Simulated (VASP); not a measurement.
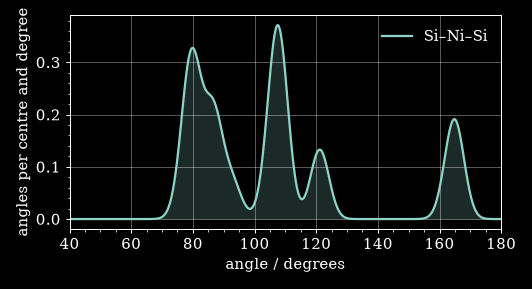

Bond-angle distributions computed from the structure of SiNi2; each angle is a Gaussian of σ = 3.0°. Bonds counted: Ni–Si up to 2.87 Å. Structure used: an entry of the Crystallography Open Database, as set up for an electronic-structure calculation.

Give the groups of angles for each curve.

Answer. Si–Ni–Si: 78–93° (4.5 per centre); 105–109° (3 per centre); 121° (1 per centre); 164–165° (1.5 per centre)

The structure has space group Pnma (No. 62); other forms of this composition would give other results.
